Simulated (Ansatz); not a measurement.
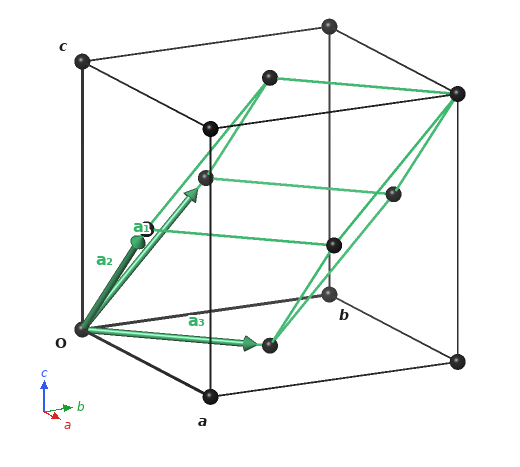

Crystal: SrCl2, the input geometry of an electronic-structure calculation (not necessarily at equilibrium); the starting structure was generated, so it need not be a known form of this composition. The conventional cell (thin) and a primitive cell (coloured, vectors a₁, a₂, a₃), with the lattice points alone. The drawing is computed from the coordinates (standard cell, symmetry found to 0.002 Å).

a = 6.995 Å, b = 6.995 Å, c = 6.995 Å, α = 90.00°, β = 90.00°, γ = 90.00°.

**What is the centring, and how are the primitive vectors built?**

F, face-centred cubic, with lattice points at (0, 0, 0), (1/2, 1/2, 0), (1/2, 0, 1/2), (0, 1/2, 1/2). a₁ = 1/2 b + 1/2 c; a₂ = 1/2 a + 1/2 c; a₃ = 1/2 a + 1/2 b.

**Give the primitive cell's size and content.**

Edges 4.947, 4.947, 4.947 Å; angles 60.00°, 60.00°, 60.00°; volume 85.58 Å³, 1/4 of the conventional cell; 3 of its 12 atoms.
